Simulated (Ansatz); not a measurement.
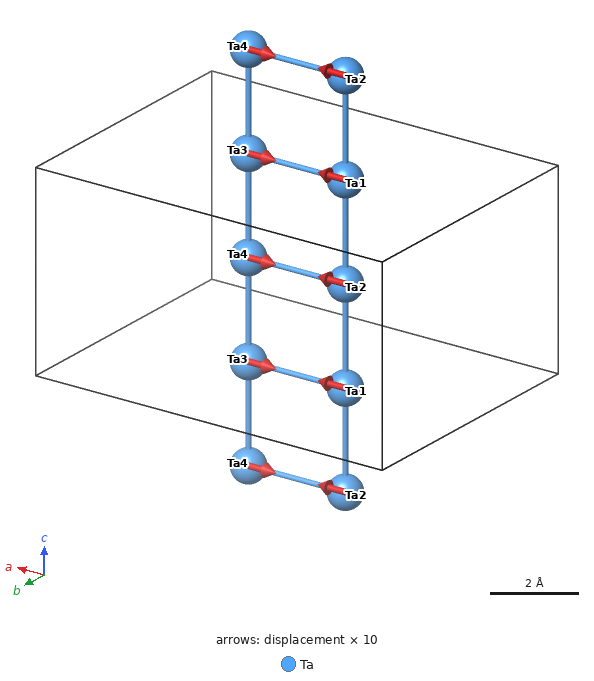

A relaxation of a wire of composition Ta. The starting structure is drawn; red arrows show the displacements (the part carried along by the change of the cell is left out), 10 times their true length.

Style: ball-and-stick. Shown: the cell of the calculation, with the vacuum cut short, from a free direction.

Case: ladder chain of atoms.

Method: DFT PBE, scalar-relativistic, plane waves, PAW (Ansatz). (plane-wave cutoff 420 eV; k-point mesh 1 × 1 × 13; occupations gaussian; smearing width 0.05 eV; collinear spin; cell relaxed at fixed a, b, alpha, beta, gamma; force threshold 0.01 eV/Å; at most 45 steps)

**What did the optimiser do to the structure, and how much energy did it gain?**

After 5 accepted moves (7 points after the start) the energy has fallen by 0.176 eV per cell of the calculation. The largest force component goes from 0.96 to 0.00048 eV/Å. The line search rejected the trial step at point 1 of the run. The SCF was repeated once at an unchanged geometry on a basis and grid sized afresh for the cell, which shifted the energy by 0.1 meV per cell of the calculation at most. The largest moves relative to the layer's centre, 0.078 Å, are those of Ta1, Ta2, Ta3 and Ta4. Along the periodic axis the drawn cell goes c 5.173 → 5.144 Å (−0.6 %). Near-neighbour distances that change, for instance: Ta1–Ta3 2.716 → 2.559 Å, Ta1–Ta2 2.587 → 2.572 Å. The program noted that the starting moments weren't kept.

Limits of the set-up: the k-point mesh is coarse for a cell with partly filled bands.
